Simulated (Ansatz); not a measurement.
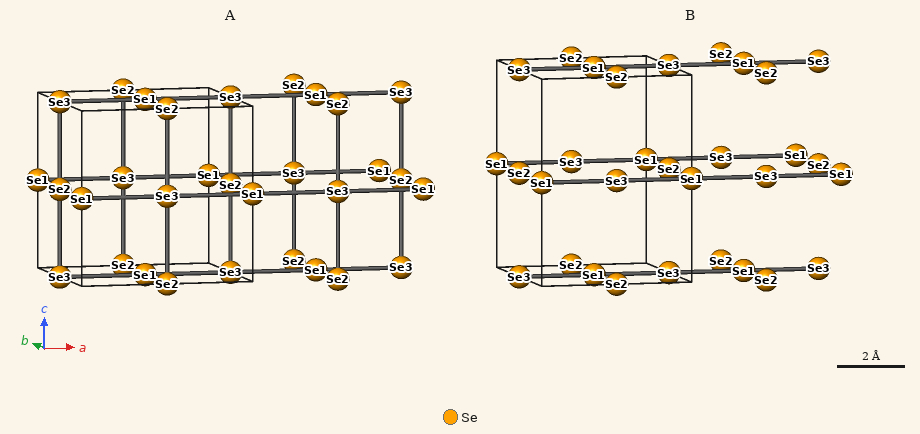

Two geometries of crystalline Se (a generated structure, set up in Immm) (coarse preliminary run), drawn at one scale. One is the start of a relaxation, the other its converged end. Style: ball-and-stick. Shown: the conventional cell (2 times the calculation's cell), repeated 2 × 1 × 1 with one cell outlined, slightly off an axis. Lengths and directions refer to the drawn axes.

Method: Ansatz, DFT PBE, scalar-relativistic, plane waves, PAW. Set-up: plane-wave cutoff 420 eV; k-point mesh 6 × 6 × 6; occupations gaussian; smearing width 0.1 eV; no spin polarisation; cell and atoms relaxed; force threshold 0.04 eV/Å; at most 70 steps.

Which one is relaxed?

Structure A is the relaxed one. No atom moves by more than 0.005 Å relative to the cell. The drawn cell changes as follows: a 4.661 → 5.317 Å (+14.1 %), b 5.461 → 5.318 Å (−2.6 %), c 6.284 → 5.318 Å (−15.4 %); the volume changes by −6.0 %. Among the contacts that change: Se2–Se3 3.142 → 2.659 Å, Se1–Se3 2.331 → 2.658 Å, Se1–Se2 2.730 → 2.659 Å. The space group (tolerance 0.01 Å) goes from Immm (No. 71) to Im-3m (No. 229). Over 5 accepted moves (7 points after the start) the energy falls by 1.092 eV per cell of the calculation. All forces vanish by symmetry, so only the cell relaxes. The pressure goes from 3.59 to −0.01 GPa. At 2 points the geometry stayed and the basis and grid were re-selected for the new cell (energy shift of 0.4 meV per cell of the calculation at most each time). Cost: 37 s on 1 thread of Arm Neoverse V2, on a shared host, peak memory 0.38 GiB.
